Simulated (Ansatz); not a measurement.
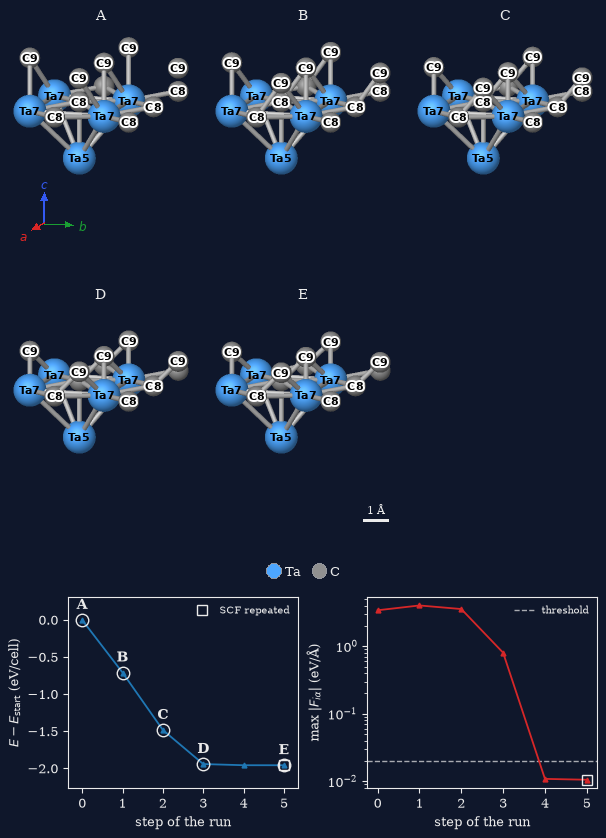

Frames of a constrained relaxation of a slab of composition Ta4C5 (cut from the Fm-3m phase), marked on the history of the run. Style: ball-and-stick. Shown: the atoms within 4.2 Å of the atom that moves most (axes of the 3 × 3 repeat of the cell, outlined in the plane, without the vacuum), slightly off an axis.

Case: C over the place (0/3, 1/3) of the surface cell, its height relaxed. The slab is the (1 0 0) face of TaC with C on it. 8 atoms are held fixed.

All numbers below come from DFT PBEsol, scalar-relativistic, plane waves, PAW (Ansatz 0.2.0).

The input:
```yaml
crystal:
  lattice:
    - [3.1393032037, 0.0, 0.0]
    - [0.0, 3.1393032037, 0.0]
    - [0.0, 0.0, 25.6594677507]
  atoms:
    - { symbol: Ta, position: [0.5, 0.5, 0.3312617425] }
    - { symbol: C, position: [0.0, 0.0, 0.3312617425] }
    - { symbol: Ta, position: [0.0, 0.0, 0.417772601] }
    - { symbol: C, position: [0.5, 0.5, 0.417772601] }
    - { symbol: Ta, position: [0.5, 0.5, 0.5016718268] }
    - { symbol: C, position: [0.0, 0.0, 0.5049818425] }
    - { symbol: Ta, position: [0.0, 0.0, 0.5850288796] }
    - { symbol: C, position: [0.5, 0.5, 0.5919529571] }
    - { symbol: C, position: [0.5, 0.8333333333, 0.6566464269] }
basis:
  ecutwfc: 420
kpoints:
  mp_grid: { grid: [9, 9, 1] }
hamiltonian:
  xc: pbesol
scf:
  occupations: { method: gaussian, width: 0.1 }
output:
  forces: true
  eigenvalues: true
relax:
  adjacent_minimum: "off"
  f_tol: 0.02
  max_steps: 25
  constraints: [{ sites: [0, 1, 2, 3, 4, 5, 6, 7] }, { site: 8, fix: xy }]
efield:
  axis: 3
  dipole_correction: true
  ramp_width: 0.04
```

Command:
```bash
ansatz run input.yaml --threads 2 --pin off --max-ram 5120MiB --backend cpu --events-out ev --progress --plain --runs-dir out
```

Q: Describe the path.

A: C9 moves most: 0.62 Å along the normal (−c). Ta stays in place. The cell stays as it was. Among the contacts that change: C8–C9 1.962 → 1.473 Å, Ta7–C9 2.473 → 2.052 Å. New bonds form, among them: C8–C9 (1.96 → 1.47 Å). Bond angles that change, for instance: Ta7–C9–Ta7 78.8° → 99.8°. After 4 accepted moves (5 points after the start) the energy has fallen by 1.956 eV per cell of the calculation. The largest force component goes from 3.4 to 0.011 eV/Å. 1 step only repeated the SCF at the same geometry. Cost: 42 s on 2 threads of Intel(R) Xeon(R) 6975P-C (Granite Rapids) (shared host), peak memory 0.61 GiB. From step 0 to 1: C9 moves most (0.20 Å), energy −0.708 eV per cell of the calculation. From step 1 to 2: C9 moves most (0.19 Å), energy −0.774 eV per cell of the calculation. From step 2 to 3: C9 moves most (0.20 Å), energy −0.458 eV per cell of the calculation. From step 3 to 5: C9 moves most (0.04 Å), energy −15.8 meV per cell of the calculation.

Limits of the set-up: the periodic images lie only 3.1 Å apart, so the values are limited by the cell's size.
